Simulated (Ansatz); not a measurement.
# Si₁₆HC₁₆ (cell with a defect): what the fields show

The calculation's input:

```
crystal:
  lattice:
    - [6.1882403622, -1.0e-10, 0.0]
    - [-3.0941201812, -5.3591733584, 0.0]
    - [0.0, 0.0, -10.1293391982]
  atoms:
    - { symbol: Si, position: [0.1666666667, 0.3333333333, 0.0621558122] }
    - { symbol: Si, position: [0.6733474068, 0.3550338889, 0.0634139041], spin: 0.111 }
    - { symbol: Si, position: [0.1456327596, 0.8204042894, 0.0572484961], spin: 0.111 }
    - { symbol: Si, position: [0.6714195443, 0.8331521009, 0.0623310818], spin: 0.111 }
    - { symbol: Si, position: [0.8333333333, 0.1666666667, 0.5621558122] }
    - { symbol: Si, position: [0.3333333333, 0.1666666667, 0.5621558122] }
    - { symbol: Si, position: [0.8333333333, 0.6666666667, 0.5621558122] }
    - { symbol: Si, position: [0.3333333333, 0.6666666667, 0.5621558122] }
    - { symbol: Si, position: [0.0, 0.5, 0.3121004435] }
    - { symbol: Si, position: [0.5, 0.5, 0.3121004435] }
    - { symbol: Si, position: [-0.015253725, 0.9849476998, 0.3077306989], spin: 0.111 }
    - { symbol: Si, position: [0.5, 1.0, 0.3121004435] }
    - { symbol: Si, position: [0.0, 0.5, 0.8121004435] }
    - { symbol: Si, position: [0.5, 0.5, 0.8121004435] }
    - { symbol: Si, position: [0.0, 1.0, 0.8121004435] }
    - { symbol: Si, position: [0.5, 1.0, 0.8121004435] }
    - { symbol: C, position: [0.1666666667, 0.3333333333, 0.2501925542] }
    - { symbol: C, position: [0.6681195301, 0.3409679978, 0.2481862128], spin: 0.111 }
    - { symbol: C, position: [0.1689642563, 0.8545117953, 0.2478184773], spin: 0.111 }
    - { symbol: C, position: [0.668696416, 0.8501684703, 0.2587007966], spin: 0.111 }
    - { symbol: C, position: [0.8333333333, 0.1666666667, 0.7501925542] }
    - { symbol: C, position: [0.3333333333, 0.1666666667, 0.7501925542] }
    - { symbol: C, position: [0.8333333333, 0.6666666667, 0.7501925542] }
    - { symbol: C, position: [0.3333333333, 0.6666666667, 0.7501925542] }
    - { symbol: C, position: [0.0, 0.0, 0.4995521901] }
    - { symbol: C, position: [0.5, 0.0, 0.4995521901] }
    - { symbol: C, position: [0.0, 0.5, 0.4995521901] }
    - { symbol: C, position: [0.5, 0.5, 0.4995521901] }
    - { symbol: C, position: [-0.0076660238, -0.0103034956, 1.003448485], spin: 0.111 }
    - { symbol: C, position: [0.5, 0.0, 0.9995521901] }
    - { symbol: C, position: [0.0, 0.5, 0.9995521901] }
    - { symbol: C, position: [0.5, 0.5, 0.9995521901] }
    - { symbol: H, position: [0.8455917491, 0.6846113427, 0.1663007421], spin: 0.111 }
  host:
    lattice:
      - [3.0941201811, 0.0, 0.0]
      - [-1.5470600905, 2.6795866792, 0.0]
      - [0.0, 0.0, 10.1293391982]
    atoms:
      - { symbol: Si, position: [0.6666666667, 0.3333333333, 0.9378441878] }
      - { symbol: Si, position: [0.3333333333, 0.6666666667, 0.4378441878] }
      - { symbol: Si, position: [0.0, 0.0, 0.6878995565] }
      - { symbol: Si, position: [0.0, 0.0, 0.1878995565] }
      - { symbol: C, position: [0.6666666667, 0.3333333333, 0.7498074458] }
      - { symbol: C, position: [0.3333333333, 0.6666666667, 0.2498074458] }
      - { symbol: C, position: [0.0, 0.0, 0.5004478099] }
      - { symbol: C, position: [0.0, 0.0, 0.0004478099] }
basis:
  ecutwfc: 420
  xc_grid: 2
kpoints:
  mp_grid: { grid: [2, 2, 2], shift: [0.0, 0.0, 0.0] }
hamiltonian:
  xc: pbe
scf:
  occupations: { method: gaussian, width: 0.01 }
output:
  forces: true
  stress: false
  eigenvalues: true
  populations: true
  charged_corrections:
    defect_position: [0.84375, 0.6875, 0.15909091]
    epsilon: [[10.3445, 0.0, 0.0], [0.0, 10.3445, 0.0], [0.0, 0.0, 11.0257]]
  write_density: true
  write_potential: true
  elf: true
  volumetric_format: npy
magnetization:
  spin_polarized: true
relax:
  adjacent_minimum: "off"
  f_tol: 0.025
  max_steps: 45
```

Command:

```sh
ansatz run input.yaml --threads 4 --pin off --max-ram 10240MiB --backend cpu --events-out ev --progress --plain --runs-dir out
```

The fields are those of the run's last geometry, not of the input's.

Spin-polarised.

Method: DFT PBE, scalar-relativistic, plane waves, PAW (Ansatz 0.2.0).

Core electrons are frozen (PAW), and the valence fields are smoothed inside the atomic spheres.

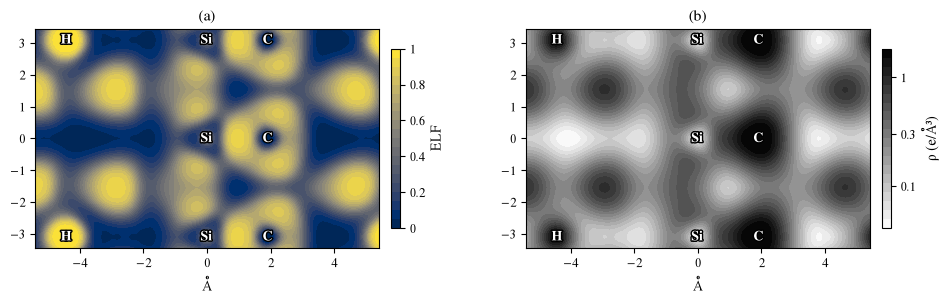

Figure 1. (a) ELF; (b) valence charge density (pseudo) on the (11̄0) plane of the calculation cell.

Q: What do the fields say about this system?

A: The section cuts through Si, C and H sites.
Atoms just off the plane (Si, 0.9 Å away and C, 0.9 Å away) can leave unmarked features too.
Si–C (1.90 Å): the density is about 0.86 e/Å³ at the midpoint; the ELF peaks at about 0.95 between the atoms.
Between the atoms the lowest density in this plane is 0.04 e/Å³.

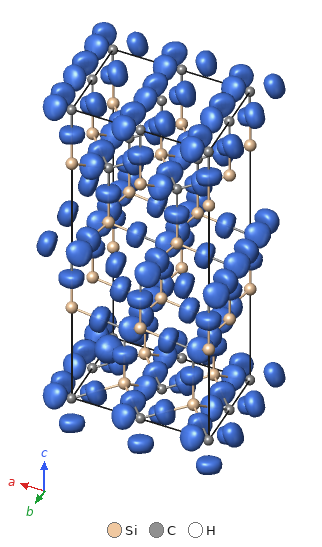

Figure 2. Isosurface of the electron localisation function at 0.85 (blue), seen at an oblique angle. Only the valence region is drawn (cores and ρ < 0.01 e/Å³ removed). Sticks mark near contacts.

Q: Describe the localisation domains.

A: At this value the surface marks out 64 regions between bonded C–Si atoms and one region around a hydrogen nucleus, counted in one cell of 33 atoms. Regions shared between cells count once.


Si–H (1.88 Å): the ELF climbs to about 1 towards the hydrogen, as it does in any bond to H. Si–C (1.88 Å): the ELF peaks at about 0.95 between the atoms.

Q: Does the calculation make it a metal, or give it a gap?

A: It is gapless in this calculation (a metal or semimetal).
